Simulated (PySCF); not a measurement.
## Single-point calculation, with input and output: InAs

- system: InAs (F-43m, 2 atoms in the cell)
- method: Kohn-Sham DFT of a periodic cell in Gaussian orbitals, PBEsol, DZVP-MOLOPT-SR/GTH-PBE, no spin polarisation (PySCF 2.14.0)

The structure derives from an entry of the Crystallography Open Database. Its volume is 1.04 times that of the source entry. It belongs to a series of runs on one base structure; here: volume scaled by 1.04.

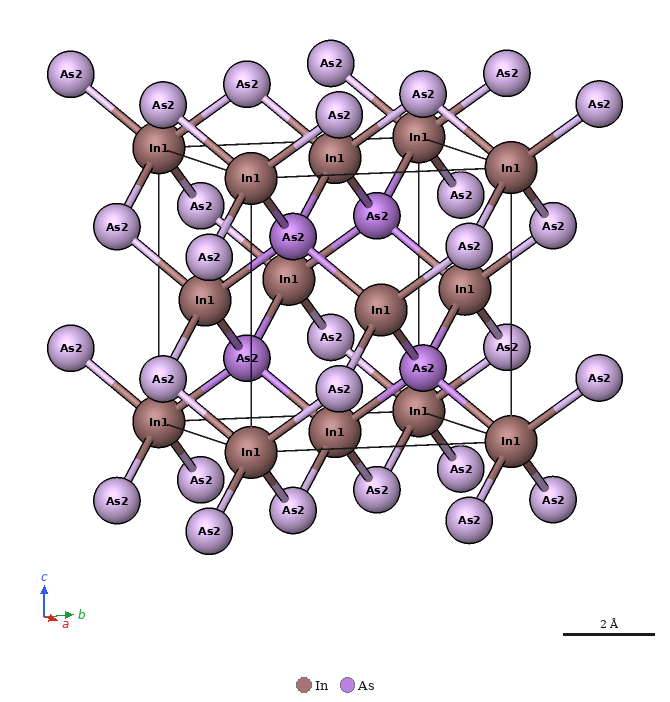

*The input geometry (ball-and-stick view of the cell 4 times as large as that of the calculation, set on its symmetry axes, seen slightly off an axis; neighbours outside the cell are drawn fainter; atoms are numbered from 1 in the order of the input). An atom can appear more than once, as a periodic image.*

### Results in brief

```tsv
quantity	value
outcome	converged
space group (tolerance 0.01 Å)	F-43m (216)
electrons treated	18
free energy	−1701.1717 eV
total energy	−1701.1646 eV
Fermi energy	6.451 eV
gap on the k-point mesh	none (metallic)
hardware	4 threads of Intel Xeon @ 2.50GHz (Skylake/Cascade Lake), 189 GiB of memory available, shared host
wall time	5.5 min (CPU time 21 min)
peak memory	0.66 GiB
```

Points of doubt noted for this run: coarse mesh. The k-point mesh is coarse for a cell of this size, so the results may not be converged.

### Input file
```python
import json
import numpy as np
from pyscf.pbc import gto, scf, dft, df

cell = gto.Cell()
cell.basis = {'As': 'DZVP-MOLOPT-SR-GTH-q5', 'In': 'DZVP-MOLOPT-SR-GTH-q13'}
cell.pseudo = {'As': 'GTH-PBE-q5', 'In': 'GTH-PBE-q13'}
cell.fromfile('InAs.cif')
cell.ke_cutoff = 93  # hartree
cell.exp_to_discard = 0.02
cell.precision = 1e-08
cell.space_group_symmetry = True
cell.symmorphic = False
cell.max_memory = 5880  # MB
cell.verbose = 4
cell.build()

res = {}
kpts = cell.make_kpts([3, 3, 3], space_group_symmetry=True, time_reversal_symmetry=True)
cell.space_group_symmetry = False  # the mesh holds the operations; no search on the supercells of the integral code
mf = dft.KRKS(cell, kpts, xc='pbesol')
mf = mf.multigrid_numint()
mf = mf.smearing(sigma=0.00183747, method='fermi')  # hartree
mf.conv_tol = 1e-07
mf.max_cycle = 60

mf.kernel()
res.update(converged=bool(mf.converged), e_tot=mf.e_tot, nelec=cell.nelectron, nao=cell.nao, mesh=list(map(int, cell.mesh)), a=cell.lattice_vectors().tolist(), coords=cell.atom_coords().tolist(),
           mo_energy=[np.real(x).tolist() for x in mf.mo_energy], mo_occ=[np.real(x).tolist() for x in mf.mo_occ])
res.update(e_free=mf.e_free, e_zero=mf.e_zero)
res.update(kpts=kpts.kpts_scaled_ibz.tolist(), weights=kpts.weights_ibz.tolist())
res['parts'] = {k: float(np.real(v)) for k, v in mf.scf_summary.items() if np.isscalar(v)}
json.dump(res, open('results.json', 'w'))
if not mf.converged:
    raise SystemExit('SCF not converged')

print('levels (eV)')
for i, kp in enumerate(res['kpts'][:40]):
    print('k %7.4f %7.4f %7.4f  ' % tuple(kp), ' '.join('%.3f' % (x * 27.211386) for x in res['mo_energy'][i][:14]))

mf = mf.to_khf()  # unfold to the whole mesh
kpts = mf.kpts
# Mulliken populations
dm, s = np.asarray(mf.make_rdm1()), np.asarray(mf.get_ovlp())
sites = cell.aoslice_by_atom()[:, 2:]
tot = np.einsum('kij,kji->i', dm, s).real / len(kpts)
res['mulliken'] = [cell.atom_charge(i) - tot[a0:a1].sum() for i, (a0, a1) in enumerate(sites)]
print('Mulliken charges', np.round(res['mulliken'], 5))
res['done'] = True
json.dump(res, open('results.json', 'w'))
```

### File InAs.cif
```
data_InAs
_cell_length_a 4.32426214
_cell_length_b 4.32426214
_cell_length_c 4.32426214
_cell_angle_alpha 60.00000000
_cell_angle_beta 60.00000000
_cell_angle_gamma 60.00000000
_space_group_name_H-M_alt 'P1'
_space_group_name_Hall 'P 1'
_space_group_IT_number 1
loop_
_space_group_symop_operation_xyz
'x,y,z'
loop_
_atom_site_label
_atom_site_type_symbol
_atom_site_symmetry_multiplicity
_atom_site_Wyckoff_symbol
_atom_site_fract_x
_atom_site_fract_y
_atom_site_fract_z
_atom_site_occupancy
In1 In 1 a 0.0000000000 0.0000000000 0.0000000000 1
As1 As 1 a 0.7500000000 0.7500000000 0.7500000000 1
```

Command:
```bash
OMP_NUM_THREADS=4 python -u run.py > log
```

### The program's output
```
Discarded 0 diffused primitive functions, 0 contracted functions
time reversal: True
k-points in IBZ                         weights
  0:  0.000000,  0.000000,  0.000000    1/27
  1:  0.666667,  0.666667,  0.000000    6/27
  2:  0.666667,  0.666667,  0.333333    12/27
  3:  0.666667,  0.666667,  0.666667    8/27

******** <class 'pyscf.pbc.scf.smearing.SmearingKsymAdaptedKRKS'> ********
method = SmearingKsymAdaptedKRKS
initial guess = minao
damping factor = 0
level_shift factor = 0
DIIS = <class 'pyscf.scf.diis.CDIIS'>
diis_start_cycle = 1
diis_space = 8
diis_damp = 0
SCF conv_tol = 1e-07
SCF conv_tol_grad = None
SCF max_cycles = 60
direct_scf = True
direct_scf_tol = 1e-13

******** PBC SCF flags ********
N kpts (BZ) = 27
N kpts (IBZ) = 4
Exchange divergence treatment (exxdiv) = ewald
    madelung (= occupied orbital energy shift) = 0.1322449639199809
    Total energy shift due to Ewald probe charge = -1/2 * Nelec*madelung = -1.19020467528
DF object = <pyscf.pbc.df.fft.FFTDF object>
XC functionals = pbesol
small_rho_cutoff = 0
Uniform grid, mesh = [37 37 37]
Set gradient conv threshold to 0.000316228
nelec by numeric integration = 17.999999640404557
init E= -62.5148005672088
    sigma = 0.00183747  Optimized mu = 0.235576487615  entropy = 0.141855708435
nelec by numeric integration = 17.999999999991687
    Total E(T) = -62.5108237941458  Free energy = -62.5110844497544  E0 = -62.5109541219501
cycle= 1 E= -62.5108237941458  delta_E= 0.00398  |g|= 0.212  |ddm|= 4.61
    sigma = 0.00183747  Optimized mu = 0.243007748733  entropy = 0.141478958246
nelec by numeric integration = 18.00000000000396
    Total E(T) = -62.5096979069979  Free energy = -62.5099578703393  E0 = -62.5098278886686
cycle= 2 E= -62.5096979069979  delta_E= 0.00113  |g|= 0.229  |ddm|= 1.26
    sigma = 0.00183747  Optimized mu = 0.235160247917  entropy = 0.14146771969
nelec by numeric integration = 17.99999999999774
    Total E(T) = -62.5165735703517  Free energy = -62.5168335130426  E0 = -62.5167035416972
cycle= 3 E= -62.5165735703517  delta_E= -0.00688  |g|= 0.0204  |ddm|= 0.694
    sigma = 0.00183747  Optimized mu = 0.237134949031  entropy = 0.141460962339
nelec by numeric integration = 17.99999999999772
    Total E(T) = -62.51664573992  Free energy = -62.5169056701944  E0 = -62.5167757050572
cycle= 4 E= -62.51664573992  delta_E= -7.22e-05  |g|= 0.000971  |ddm|= 0.06
    sigma = 0.00183747  Optimized mu = 0.237052696537  entropy = 0.141461290877
nelec by numeric integration = 17.999999999997712
    Total E(T) = -62.5166458995946  Free energy = -62.5169058304727  E0 = -62.5167758650337
cycle= 5 E= -62.5166458995946  delta_E= -1.6e-07  |g|= 2.73e-05  |ddm|= 0.00306
    sigma = 0.00183747  Optimized mu = 0.2370535953  entropy = 0.141461284674
nelec by numeric integration = 17.99999999999773
    Total E(T) = -62.5166458997771  Free energy = -62.5169058306438  E0 = -62.5167758652105
cycle= 6 E= -62.5166458997771  delta_E= -1.82e-10  |g|= 1.01e-06  |ddm|= 7.76e-05
    sigma = 0.00183747  Optimized mu = 0.237053758045  entropy = 0.141461285104
```

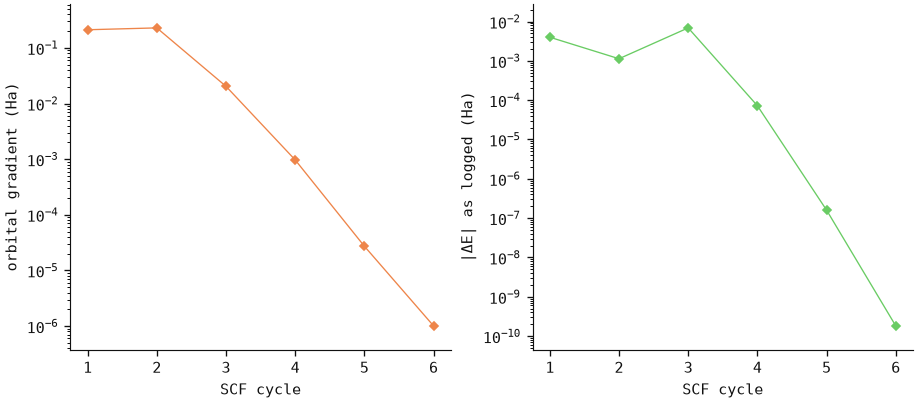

*Convergence of the self-consistent field: orbital gradient and size of the energy change against the SCF cycle.*

The residual falls almost steadily, with no more than small rises.

```
nelec by numeric integration = 17.99999999999772
    Total E(T) = -62.5166458997744  Free energy = -62.516905830642  E0 = -62.5167758652082
Extra cycle  E= -62.5166458997744  delta_E= 2.65e-12  |g|= 9.33e-07  |ddm|= 8.04e-06
converged SCF energy = -62.5166458997744
levels (eV)
k  0.0000  0.0000  0.0000   -7.982 -7.982 -7.982 -7.868 -7.868 -5.283 5.892 6.416 6.416 6.416 10.163 10.163 10.163 16.610
k  0.6667  0.6667  0.0000   -8.105 -7.927 -7.927 -7.892 -7.850 -4.028 1.626 4.515 4.515 8.097 8.904 13.769 13.769 14.093
k  0.6667  0.6667  0.3333   -8.108 -7.937 -7.926 -7.877 -7.860 -3.482 0.794 3.082 4.740 8.593 11.333 13.031 13.128 14.122
k  0.6667  0.6667  0.6667   -8.061 -7.959 -7.959 -7.863 -7.863 -4.351 1.646 5.621 5.621 7.290 11.022 11.022 12.444 16.248
Mulliken charges [ 0.06481 -0.06481]
```
